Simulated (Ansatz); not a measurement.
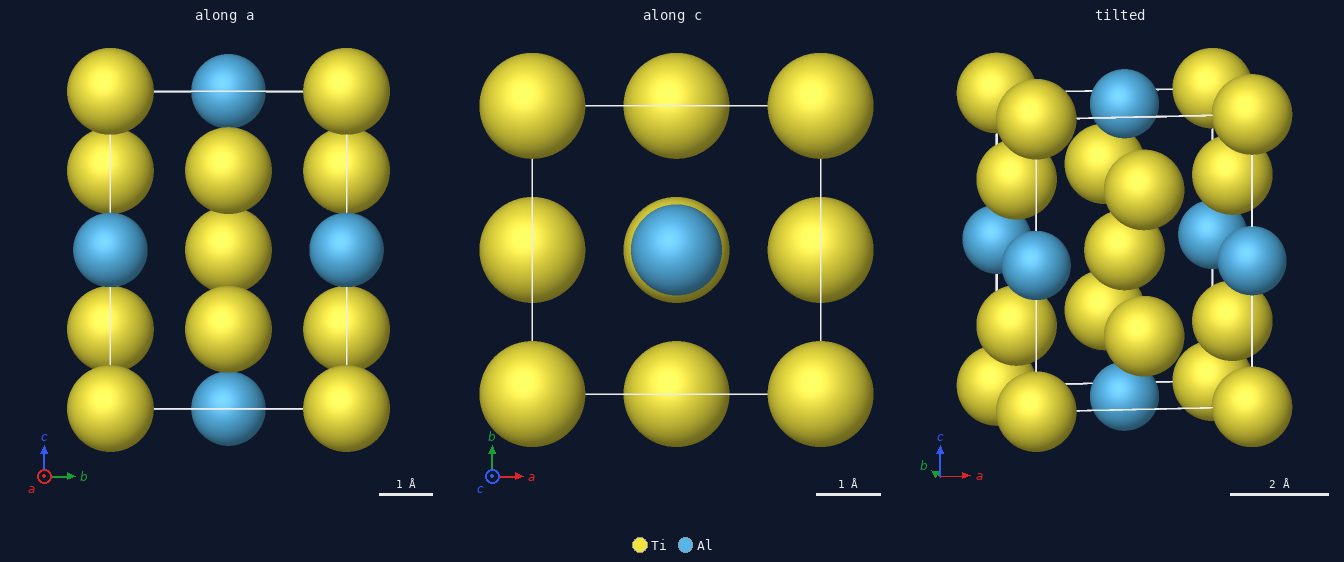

An orthographic spheres-only view of the structure, along the a axis, along the c axis and slightly off an axis. The conventional unit cell is drawn as a box. Cell: a = 4.513 Å, b = 4.513 Å, c = 6.064 Å, α = 90.00°, β = 90.00°, γ = 90.00°.

- Formula: Ti3Al.
- Space group I4/mmm (No. 139), lattice body-centred tetragonal.
- One cell contains 6 Ti, 2 Al, 8 atoms in all.

It goes back to a structure listed in the Materials Project. The cell was then strained or its atoms displaced on purpose. It was run through Ansatz as a DFT input.

At this level of theory the run's own cell isn't at rest (compressed, at 7 GPa), so its distances can differ from those at equilibrium, the more so the softer the solid.
